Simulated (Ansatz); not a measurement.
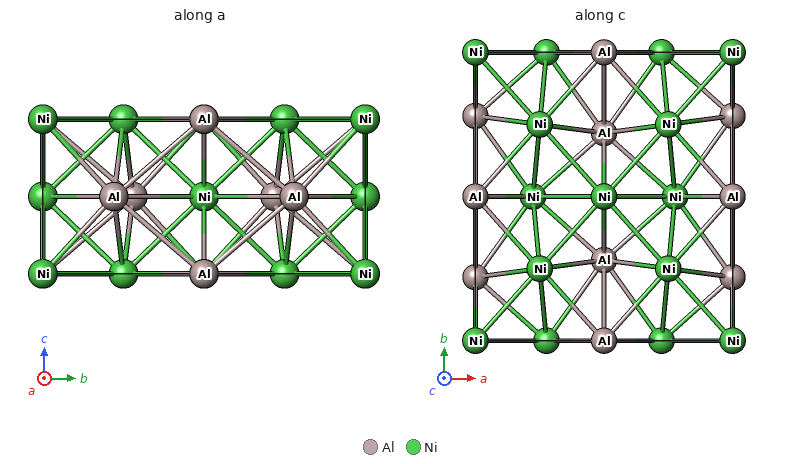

View along the a axis and along the c axis, drawn as a ball-and-stick model. One conventional unit cell is framed, with atoms on its boundary repeated.

Al₃Ni₅, space group Cmmm (No. 65), a = 6.92 Å, b = 7.75 Å, c = 3.72 Å, α = 90.00°, β = 90.00°, γ = 90.00°.

The numbers come from DFT PBEsol, scalar-relativistic, plane waves, PAW in Ansatz, using a kinetic-energy cutoff of 420 eV, k-points about 0.17 Å⁻¹ apart, Gaussian smearing of 0.15 eV, no spin polarisation (a spin-restricted run, not always the ground state).

**What is the band gap, if any?**

A metal: bands cross the Fermi level.

**Give the pressure and its sign.**

The computed pressure is -14.4 GPa (stretched: it would shrink). The stress isn't hydrostatic: its largest component is 16.6 GPa.

The model was built from a structure listed in the Materials Project. The cell was then strained or its atoms displaced on purpose. A calculation with Ansatz used it as input.

At this level of theory the run's own cell isn't at rest (stretched, at -14 GPa), so its distances can differ from those at equilibrium, the more so the softer the solid.
